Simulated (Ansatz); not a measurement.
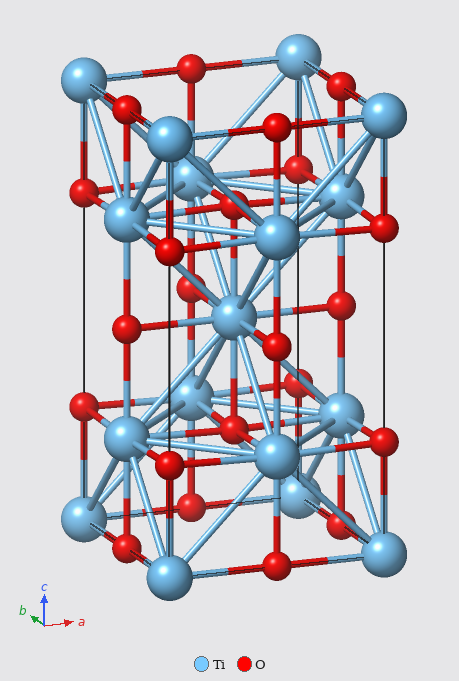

Crystal structure, ball-and-stick style, seen slightly off an axis. Atoms at the boundary of the conventional unit cell (the box) are drawn once for each face, edge or corner they touch. Cell: a = 4.15 Å, b = 4.15 Å, c = 8.20 Å, α = 90.00°, β = 90.00°, γ = 90.00°.

The structure comes from a structure listed in the Materials Project. Earlier steps of the study may have refined or changed the cell and positions. It went into a calculation with Ansatz.

Question: Give a description of the structure.

Answer: It has the composition Ti₃O₄. The symmetry is that of I4/mmm (No. 139), on a body-centred tetragonal lattice. Atoms per cell: 14 (6 Ti, 8 O). Within bonding distance, the neighbour counts come to Ti 14 and O 4 to 5 (mean 4.5).

The numbers come from Ansatz, DFT PBEsol, scalar-relativistic, plane waves, PAW, using a basis cut at 420 eV, k-points about 0.18 Å⁻¹ apart, Gaussian smearing of 0.1 eV, no spin polarisation.

Question: Is the electronic structure metallic or gapped?

Answer: A metal: bands cross the Fermi level.

Question: Give the Bader charge of each element.

Answer: Ti +1.74 to +1.78 e; O -1.36 to -1.28 e.

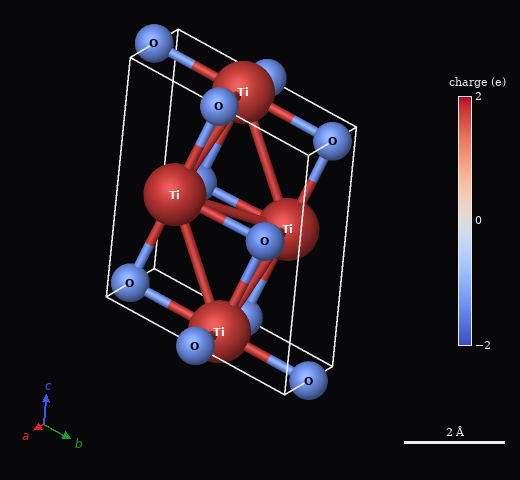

The atoms coloured by those charges. The run's cell of 7 atoms is drawn in a reduced setting, so axes and origin can differ from the first picture.

Question: Is the structure relaxed at this level of theory?

Answer: No. The largest force is 0.12 eV/Å, on O. The pressure is -8.3 GPa, so the cell would contract.

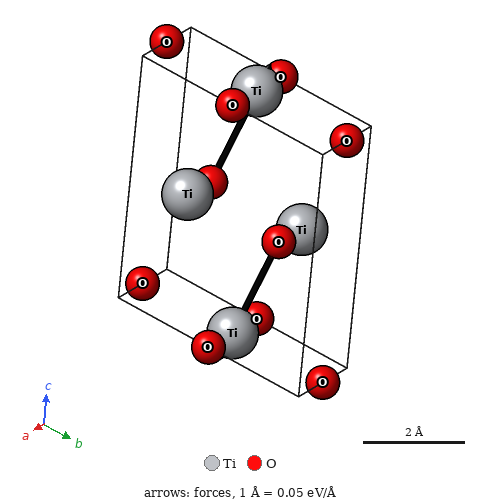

The forces as arrows. The run's cell of 7 atoms is drawn in a reduced setting, so axes and origin can differ from the first picture.
